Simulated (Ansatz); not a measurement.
## Electronic structure of KZnF$_{3}$ in real space

The calculation's input:

```
crystal:
  lattice:
    - [4.0616795211, -0.2137726064, -0.2137726064]
    - [-0.2137726064, 4.0616795211, -0.2137726064]
    - [-0.2137726064, -0.2137726064, 4.0616795211]
  atoms:
    - { symbol: K, position: [0.0, 0.0, 0.0] }
    - { symbol: Zn, position: [0.5, 0.5, 0.5] }
    - { symbol: F, position: [0.5, 0.5, 0.0] }
    - { symbol: F, position: [0.0, 0.5, 0.5] }
    - { symbol: F, position: [0.5, 0.0, 0.5] }
basis:
  ecutwfc: 500
kpoints:
  mp_grid: { grid: [6, 6, 6] }
hamiltonian:
  xc: r2scan
scf:
  occupations: { method: gaussian, width: 0.05 }
output:
  forces: true
  stress: true
  eigenvalues: true
  write_density: true
  write_potential: true
  elf: true
  volumetric_format: npy
```

Launched as:

```sh
ansatz run input.yaml --threads 1 --pin off --max-ram 2560MiB --backend cpu --events-out ev --progress --plain --runs-dir out
```

Below, planes, directions and counts refer to the conventional cell (a = 6.05 Å, b = 6.05 Å, c = 6.29 Å, α = 90.00°, β = 90.00°, γ = 120.00°).

Space group R-3m.

Computed with DFT r2SCAN, scalar-relativistic, plane waves, PAW in Ansatz.

Core electrons are frozen (PAW), and the valence fields are smoothed inside the atomic spheres.

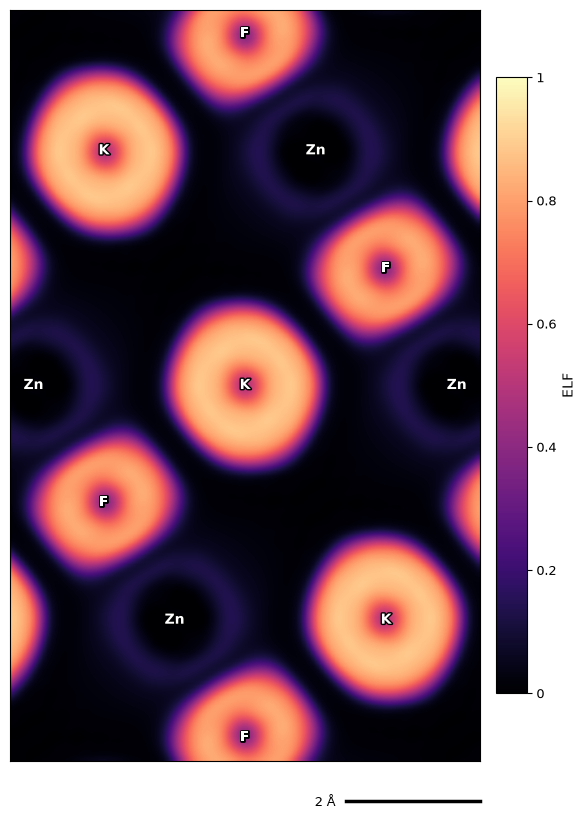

Figure 1. Electron localisation function on the (110) plane of the conventional cell.

**What does the map show?**

- The plane passes through K, Zn and F nuclei.
- Zn–F (2.04 Å): the ELF peaks at about 0.80 in the valence shell of F, 0.6 Å from its nucleus, and is about 0.10 at the midpoint (no shared electron pair shows on this line).
- K–F (2.73 Å): the ELF is about 0 at the midpoint; a closed-shell, largely ionic contact.
- The features right at K lie inside the PAW spheres, where the map follows smoothed inner orbitals and isn't to be read closely.

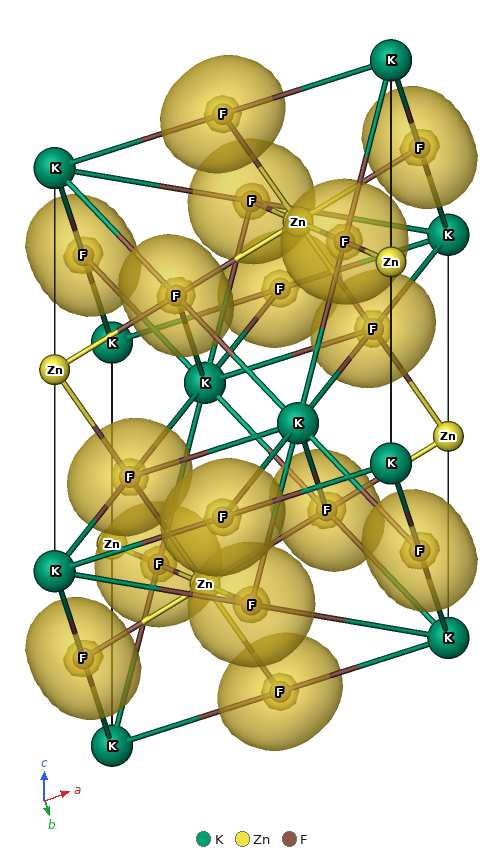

Figure 2. Isosurface of the ELF at 0.65 (yellow), seen at an oblique angle. Core shells and regions of very low density are left out. Sticks mark near contacts.

**Where are the electrons localised?**

The ELF exceeds this value in nine regions wrapped around F (the valence shell of each), counted in one cell of 15 atoms. Regions shared between cells count once.

**Metal or insulator at this level of theory?**

It is gapped, with a Kohn–Sham gap of 4.5 eV on the k-point mesh, an upper bound to the gap of this method.
